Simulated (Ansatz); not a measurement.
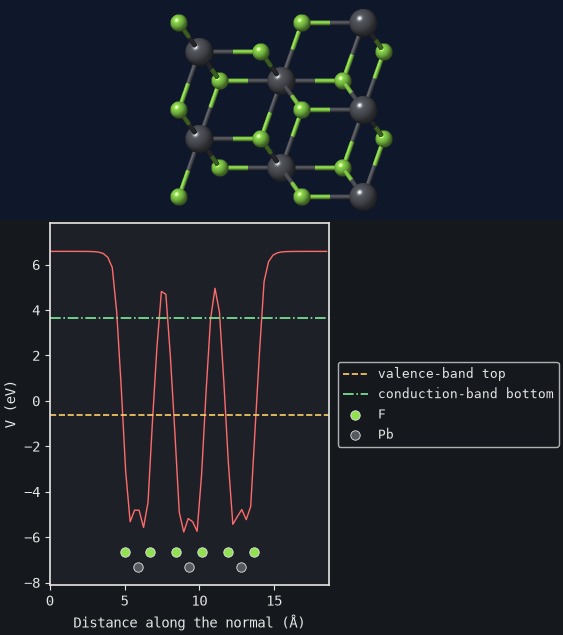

Plane-averaged electrostatic potential energy of an electron across the slab; circles at the bottom mark the heights of the atoms. The structure is drawn too.

Calculation on a (111) slab cut from PbF2 (Fm-3m), ended by F planes, 9 atoms in the cell.

Ansatz; DFT PBE, scalar-relativistic, plane waves, PAW, no spin polarisation, 9×9×1 k mesh, 420 eV cutoff.

Q: What are the ionisation potential and the electron affinity of the slab?

A: From the vacuum level at the right face the ionisation potential is 7.20 eV and the electron affinity 2.92 eV; the left face gives the same. The slab's gap, their difference before rounding, is 4.27 eV. The two vacuum levels agree, so the slab has no net dipole along its normal.

Q: How thick are slab and vacuum?

A: The outermost atoms are 8.7 Å apart, which leaves 10.0 Å of vacuum in a cell 18.7 Å high.

Spin-orbit coupling is left out, which matters for Pb.
